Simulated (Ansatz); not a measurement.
# BN (P6_3/mmc): refractive index against wavelength

The refractive index of BN (P6_3/mmc) along x below the direct gap (4.69 eV on the mesh) is read from one computed spectrum, n = √(Re ε). x, y and z are the Cartesian axes of the input cell.

Cell: a, b, c = 2.498, 2.498, 6.636 Å (primitive vectors), 4 atoms.

Method: Ansatz 0.2.0, PBE, independent particles, k-mesh 15×15×5 with interpolation inside its cells, Gaussian parameter 0.15 eV.

Launch of the response step: `ansatz run input.yaml --threads 4 --pin off --max-ram 8192MiB --backend cpu --events-out ev --progress --plain --runs-dir out`. The run took 9 s, on 4 threads of Arm Neoverse V1 (shared host).

| wavelength (nm) | photon energy E (eV) | n |
| --- | --- | --- |
| 1064 | 1.165 | 2.2240 |
| 850 | 1.459 | 2.2387 |
| 700 | 1.771 | ? |
| 633 | 1.959 | 2.2737 |
| 532 | 2.331 | 2.3098 |
| 450 | 2.755 | 2.3654 |
| 405 | 3.061 | 2.4184 |

In the single-oscillator model n² − 1 = E₀E_d/(E₀² − E²), so 1/(n² − 1) = E₀/E_d − E²/(E₀E_d) is linear in E².

Working, on the rows shown:

| x = E² (eV²) | y = 1/(n² − 1) |
| --- | --- |
| 1.35784 | 0.25341 |
| 2.12762 | 0.249266 |
| 3.83641 | 0.239825 |
| 5.43137 | 0.230671 |
| 7.59115 | 0.217622 |
| 9.37179 | 0.206243 |

Means: x̄ = 4.9527, ȳ = 0.23284. Σ(x − x̄)(y − ȳ) = -0.2869, Σ(x − x̄)² = 48.87. Slope = -0.2869 / 48.87 = -0.00587; intercept = ȳ − slope · x̄ = 0.26191. Turned back into n, the line misses the rows shown by at most 0.0032.

Question: What does the fit predict for the withheld row, and how well does it do?

Answer: At x = 3.1372 the line gives y = 0.2435, that is 2.2598. The run gave 2.2589, so the interpolation is off by 0.00093, 0.5 % of the range in the table.

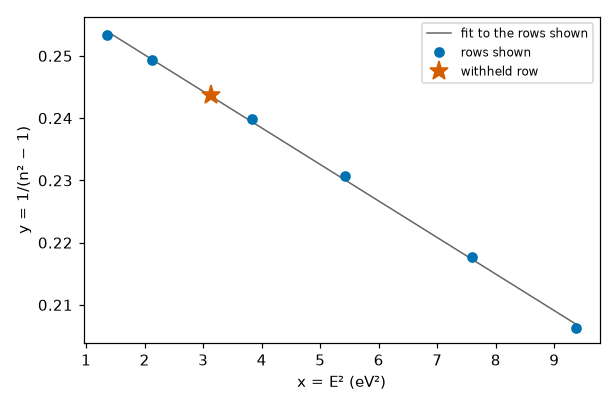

Refitted with all rows, the slope is -0.005878 and the intercept 0.26198. These give E₀ = √(intercept/−slope) = 6.68 eV and E_d = E₀/intercept = 25.5 eV; E₀ is 1.4 times the direct gap. The electronic limit at long wavelengths, without lattice vibrations, is n = √(1 + 1/intercept) = 2.195. The cell comes from an older database entry, whose edges can be off by a per cent or so. Excitons are left out and so are local fields; PBE gaps are as a rule too small.
